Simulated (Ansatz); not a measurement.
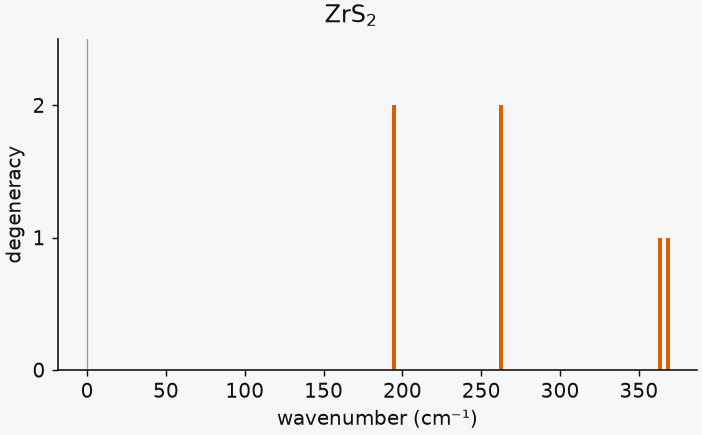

The figure shows the zone-centre optical phonon frequencies (the three acoustic modes are left out) for ZrS₂, space group P-3m1 (No. 164).

Structure:
```cif
data_structure
_symmetry_space_group_name_H-M 'P 1'
_symmetry_Int_Tables_number 1
_cell_length_a 3.4668
_cell_length_b 3.4668
_cell_length_c 5.2738
_cell_angle_alpha 90.000
_cell_angle_beta 90.000
_cell_angle_gamma 120.000
_cell_volume 54.89
loop_
_atom_site_label
_atom_site_type_symbol
_atom_site_fract_x
_atom_site_fract_y
_atom_site_fract_z
_atom_site_occupancy
Zr1 Zr 0.00000 0.00000 0.00000 1
S1 S 0.33333 0.66667 0.28324 1
S2 S 0.66667 0.33333 0.71676 1
```

Calculation (Ansatz 0.2.0): harmonic phonon frequencies at the zone centre with atoms at rest in the given cell, without the long-range term of polar modes, the three translations left out, imaginary frequencies are negative; plane waves with PAW datasets, Γ-centred k mesh. Level: PBEsol, no spin polarisation.

```csv
setting,value
wave cutoff,420 eV
k mesh,12×12×8
occupations,Gaussian
smearing width,0.01 eV
pressure,11 GPa
phonon method,linear response
```

This calculation gives: highest mode 368.3 cm⁻¹ and lowest optical mode 194.4 cm⁻¹.

Now the cell is expanded by 8.0 % in volume, to 19.75 Å³/atom, with shape and atoms relaxed (pressure 5 GPa against 11). What happens?

The highest mode falls from 368.3 to 340.6 cm⁻¹ (−7.5 %) and the lowest optical mode falls from 194.4 to 175.4 cm⁻¹ (−10 %). The shift of the highest mode amounts to a Grüneisen parameter of 1.02.

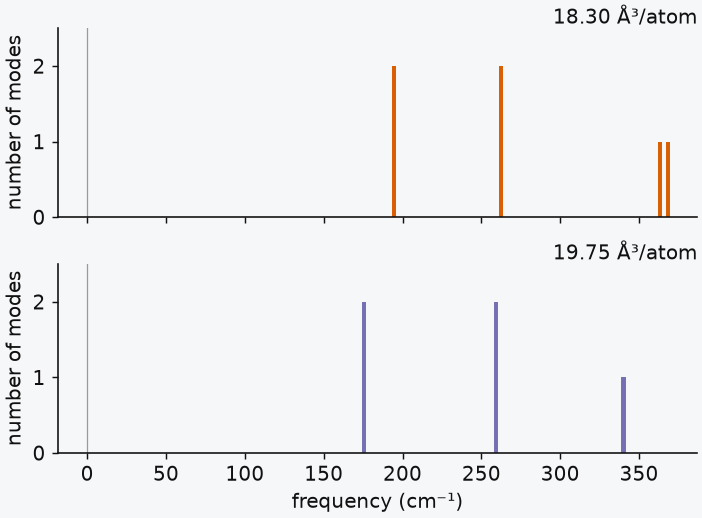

The two results together.

For 18.30 Å³/atom, limits of the calculation: metal sensitive to the k mesh; narrow smearing for a metal.

For 19.75 Å³/atom, limits of the calculation: a crossing between the sampled k points may be missed; gap may have closed between mesh points.
